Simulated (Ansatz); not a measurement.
Structure data:

```yaml
crystal:
  lattice:
    - [4.82051, 0.00000, 0.00000]
    - [0.00000, 4.82051, 0.00000]
    - [0.00000, 0.00000, 2.70212]
  atoms:
    - { symbol: Si, position: [0.50000, 0.00000, 0.75000] }
    - { symbol: Si, position: [0.50000, 0.50000, 0.50000] }
    - { symbol: Si, position: [0.00000, 0.50000, 0.25000] }
    - { symbol: Si, position: [0.00000, 0.00000, 0.00000] }
```

Interpret the file: composition, symmetry and coordination.

Answer. The element is silicon. Symmetry: I4_1/amd (No. 141), body-centred tetragonal lattice. This arrangement goes by the name β-tin type. The cell holds four atoms. Si is surrounded by four Si at 2.50 Å. The bonds build a three-dimensional framework.

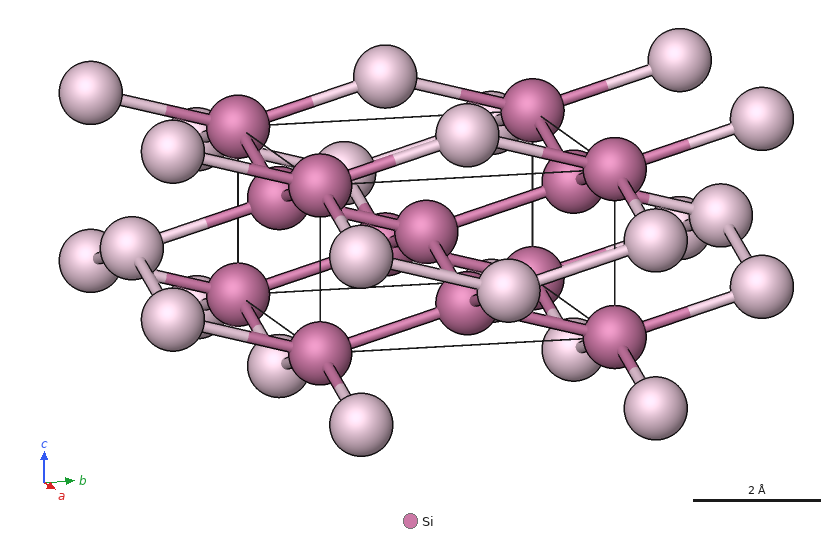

Drawn in the ball-and-stick manner and seen slightly off an axis. The conventional unit cell is drawn as a box. Bonded atoms from the next cells complete the picture, in fainter colours. Colours: silicon pink.

The structure was taken from a structure listed in the Materials Project. The cell was then strained or its atoms displaced on purpose. Ansatz was used for an electronic-structure calculation on it.
